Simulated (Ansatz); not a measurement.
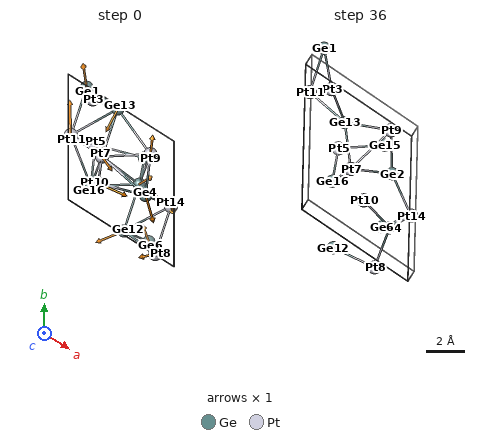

The structure of solid GePt (a generated structure, set up in P1) (coarse preliminary run) before (left) and after (right) a relaxation, at one scale. The orange arrows give the displacements (the part carried along by the change of the cell is left out), at their true length.

The picture is a ball-and-stick view of the cell of the calculation, seen along the c axis.

Case: Ge and Pt exchanged on 4 pairs of sites drawn at random in a supercell of the crystal.

These are results of DFT PBE, scalar-relativistic, plane waves, PAW in Ansatz, not measurements. (plane-wave cutoff 420 eV; k-point mesh 3 × 3 × 2; occupations gaussian; smearing width 0.1 eV; mesh shifted by (0, 0, 0.5); no spin polarisation; cell and atoms relaxed; force threshold 0.04 eV/Å; at most 50 steps)

What changed between the two?

Answer. The run was cut off at its time limit before the relaxation converged, so the last structure is only a point on the way. The energy falls by 457 meV per atom in 34 accepted moves (36 points after the start). Largest force component: 2.3 eV/Å at the start, 0.07 eV/Å at the end. Pressure: 9.43 GPa at the start and 0.05 GPa at the end. The line search rejected the trial step at point 34 of the run. At 1 point the geometry stayed and the basis and grid were re-selected for the new cell (energy shift of 3.6 meV per atom at most each time). The atom that moves furthest relative to the cell is Pt11 (1.90 Å along [0 3 1]). Largest moves by element: Pt 1.90 Å, Ge 1.69 Å. The volume changes by +7.9 %, with a 6.928 → 7.039 Å (+1.6 %), b 6.928 → 8.047 Å (+16.1 %), c 7.233 → 6.984 Å (−3.4 %), α 106.2° → 111.3°, β 106.2° → 105.1°, γ 114.6° → 114.9°. Among the contacts that change: Ge4–Pt9 2.695 → 5.221 Å, Pt8–Pt10 2.603 → 5.113 Å, Ge1–Pt5 5.068 → 2.603 Å, Ge2–Ge12 2.644 → 5.013 Å. New bonds form, among them: Ge2–Pt3 (3.71 → 2.57 Å), Ge4–Pt8 (3.59 → 2.53 Å), Ge6–Pt10 (4.35 → 2.52 Å), Ge6–Pt14 (3.92 → 2.45 Å). Bonds break, among them: Ge4–Pt11 (2.70 → 4.08 Å), Ge6–Pt11 (2.57 → 3.79 Å), Pt11–Ge16 (2.97 → 4.94 Å), Pt5–Pt11 (2.58 → 4.22 Å). Bond angles that change, for instance: Ge1–Pt10–Pt5 155.3° → 56.8°, Pt9–Ge2–Pt14 69.8° → 146.0°, Ge1–Pt7–Ge2 73.9° → 140.1°. The space group stays P1 (No. 1). Cost: 11 min on 4 threads of Arm Neoverse V2 (shared host), peak memory 1.2 GiB.
